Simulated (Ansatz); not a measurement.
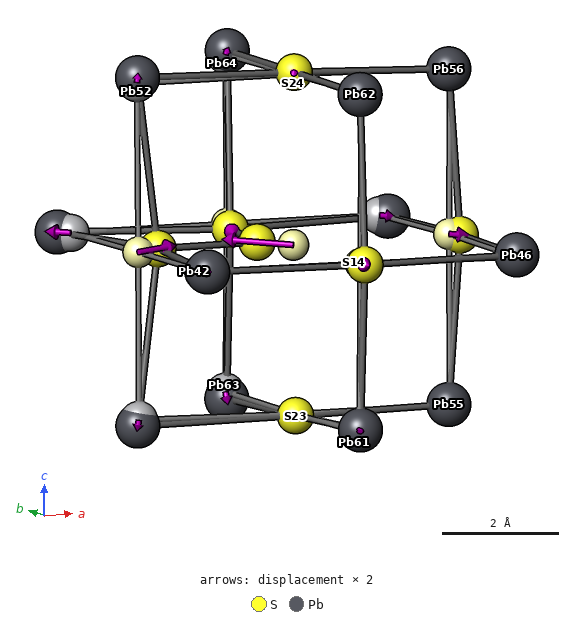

This is a relaxation of a defect cell of composition S$_{33}$Pb$_{31}$ (cell charge +2). The starting structure is drawn faded, the final one solid; purple arrows show the displacements, 2 times their true length.

A ball-and-stick model of the atoms within 5.0 Å of the atom that moves most (axes of the cell of the calculation (origin shifted)), seen slightly off an axis.

Level of theory: DFT, PBEsol, PAW, plane waves (Ansatz). Settings: plane-wave cutoff 420 eV; k-point mesh 1 × 1 × 1; mesh shifted by (0.25, 0.25, 0.25); no spin polarisation; atoms relaxed in a fixed cell; force threshold 0.03 eV/Å; at most 80 steps.

### What happened in the run?

After 12 geometry steps the energy has fallen by 2.050 eV per cell of the calculation. Largest force component: 0.28 eV/Å at the start, 0.015 eV/Å at the end. The largest move is that of an S atom, 0.67 Å along [−1 1 0]. By element the largest moves are S 0.67 Å, Pb 0.25 Å. The cell stays as it was. Some distances before and after: S–S 2.934 → 2.054 Å, S–S 2.911 → 2.053 Å, S–S 2.933 → 3.657 Å, Pb–S 2.880 → 3.173 Å. New bonds form, among them: S–S (2.91 → 2.05 Å), S–S (2.93 → 2.05 Å). Among the angles between lasting bonds that change: Pb–S–Pb 179.1° → 163.2°.

Limits of the set-up: the cell is charged, on a uniform background, and energies carry no finite-size correction.
